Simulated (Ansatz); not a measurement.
# SnO$_{2}$: what the fields show

Input file:

```
crystal:
  lattice:
    - [-1.8168034284, 1.8199757306, 2.5716519009]
    - [1.8168034284, -1.8199757306, 2.5716519009]
    - [1.8168034284, 1.8199757306, -2.5716519009]
  atoms:
    - { symbol: Sn, position: [0.5, 0.5, 0.0] }
    - { symbol: O, position: [0.2499594463, 0.7499594463, 0.5] }
    - { symbol: O, position: [0.7500405537, 0.2500405537, 0.5] }
basis:
  ecutwfc: 420
kpoints:
  mp_grid: { grid: [18, 18, 18] }
  band_path:
    path:
      - [[0.0, 0.0, 0.0], [0.5, 0.5, -0.5], [0.37477613, 0.62522387, -0.37477613]]
      - [[-0.37477613, 0.37477613, 0.37477613], [0.0, 0.0, 0.0], [0.37521226, -0.37521226, 0.37521226]]
      - [[0.62478774, 0.37521226, -0.37521226], [0.5, 0.5, -0.5]]
      - [[0.0, 0.0, 0.0], [0.0, 0.5, 0.0], [0.25, 0.25, 0.25], [0.5, 0.0, 0.0], [0.0, 0.0, 0.0], [0.0, 0.0, 0.5], [0.25, 0.25, 0.25]]
    npoints: 14
hamiltonian:
  xc: pbe
scf:
  occupations: { method: gaussian, width: 0.1 }
  n_extra_bands: 7
output:
  forces: true
  stress: true
  eigenvalues: true
  populations: true
  dos: { projected: true, de: 0.02, nscf_kmesh: { grid: [22, 22, 22] } }
  bader: true
  write_density: true
  write_potential: true
  elf: true
  volumetric_format: npy
```

Command:

```sh
ansatz run input.yaml --threads 1 --pin off --max-ram 2560MiB --backend cpu --events-out ev --progress --plain --runs-dir out
```

Below, planes, directions and counts refer to the conventional cell (a = 5.14 Å, b = 5.14 Å, c = 5.14 Å, α = 90.00°, β = 90.00°, γ = 89.90°).

Space group Fm-3m; a structure generated by program, which may or may not match a known phase.

Level of theory: Ansatz, DFT PBE, scalar-relativistic, plane waves, PAW.

Core electrons are frozen (PAW), and the valence fields are smoothed inside the atomic spheres.

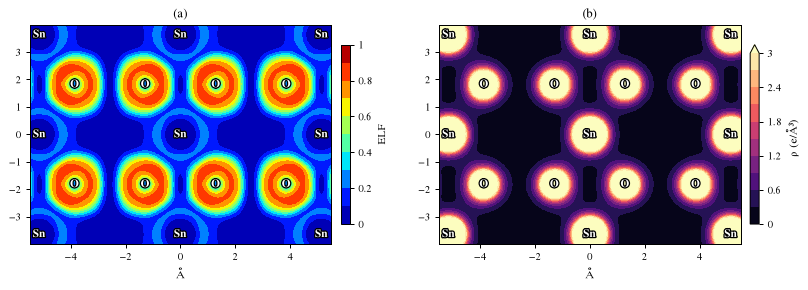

Figure 1. (a) electron localisation function; (b) valence charge density (pseudo) on the (101) plane of the conventional cell.

> Read the bonding off the picture.

- The plane passes through Sn and O nuclei.
- Sn–O (2.23 Å): ρ at the midpoint is about 0.47 e/Å³; the ELF peaks at about 0.85 in the valence shell of O, 0.6 Å from its nucleus, and is about 0.25 at the midpoint: no shared electron pair shows on this line.
- Between the atoms the lowest density in this plane is 0.02 e/Å³.

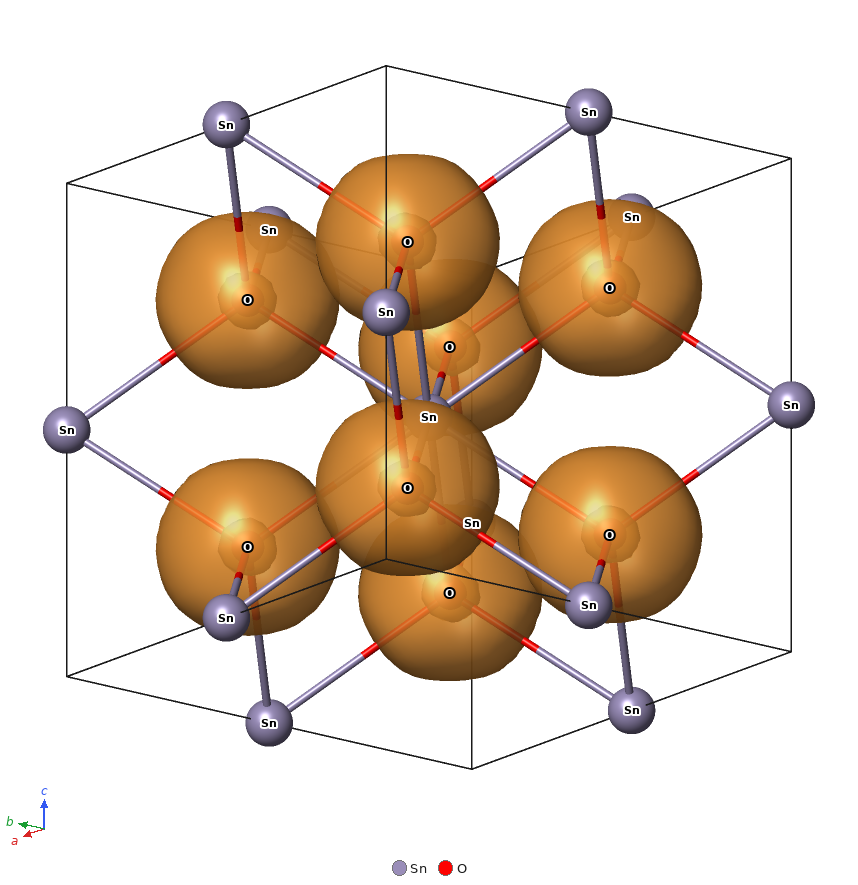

Figure 2. Isosurface of the electron localisation function at 0.6 (orange), seen at an oblique angle. Only the valence region is drawn (cores and ρ < 0.01 e/Å³ removed). Sticks mark near contacts.

> Where are the electrons localised?

The surface consists of eight regions wrapped around O (the valence shell of each), counted in one cell of 12 atoms. Any copies at cell faces, edges or corners count once.

> Metal or insulator at this level of theory?

It is metallic or semimetallic at this level of theory: no gap opens.

> What Bader charges does the calculation give?

Electrons move from Sn towards O. Bader charges: Sn +2.41 and O −1.21 e.
